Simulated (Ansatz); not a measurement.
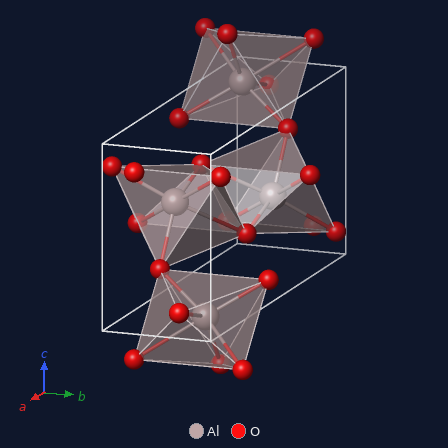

System: AlO₂, space group Pnma (No. 62). The picture shows the conventional cell.

Starting cell:
```
CELL_PARAMETERS angstrom
9.26441 0.00000 0.00000
0.00000 2.88137 0.00000
0.00000 0.00000 4.78409
ATOMIC_POSITIONS crystal
Al 0.16124 0.25000 0.95470
Al 0.83876 0.75000 0.04530
Al 0.33876 0.75000 0.45470
Al 0.66124 0.25000 0.54530
O 0.77334 0.25000 0.23798
O 0.22666 0.75000 0.76202
O 0.72666 0.75000 0.73798
O 0.27334 0.25000 0.26202
O 0.96510 0.25000 0.84611
O 0.03490 0.75000 0.15389
O 0.53490 0.75000 0.34611
O 0.46510 0.25000 0.65389
```

Calculation (Ansatz 0.2.0): harmonic phonon frequencies at the zone centre with atoms at rest in the given cell, without the long-range term of polar modes, the three translations left out, imaginary frequencies are negative; plane waves with PAW datasets, Γ-centred k mesh. Level: PBEsol, collinear spin. The state reached is ferromagnetic.

```json
{"setting": "wave cutoff", "value": "420 eV"}
{"setting": "k mesh", "value": "4×12×8"}
{"setting": "occupations", "value": "Gaussian"}
{"setting": "smearing width", "value": "0.2 eV"}
{"setting": "pressure", "value": "0 GPa"}
{"setting": "phonon method", "value": "linear response"}
```

What does the calculation give for the zone-centre optical phonon frequencies (the three acoustic modes are left out)?

No frequency is imaginary, so the structure is stable to these displacements (zone-boundary modes weren't tested here). The highest mode lies at 814.9 cm⁻¹.

| frequency (cm⁻¹) |
| --- |
| 52.4 |
| 114.1 |
| 154.3 |
| 175.4 |
| 180.7 |
| 188.0 |
| 217.0 |
| 219.6 |
| 246.4 |
| 246.5 |
| 289.4 |
| 350.8 |
| 361.2 |
| 363.5 |
| 378.8 |
| 387.6 |
| 390.8 |
| 392.3 |
| 432.6 |
| 481.6 |
| 504.7 |
| 534.2 |
| 550.0 |
| 572.6 |
| 598.9 |
| 611.4 |
| 612.8 |
| 633.9 |
| 637.8 |
| 728.4 |
| 737.0 |
| 777.4 |
| 814.9 |

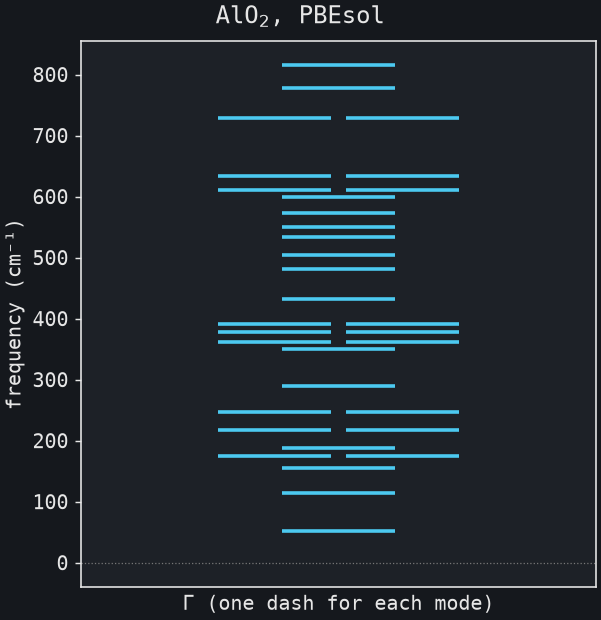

Caveats: metal sensitive to the k mesh.
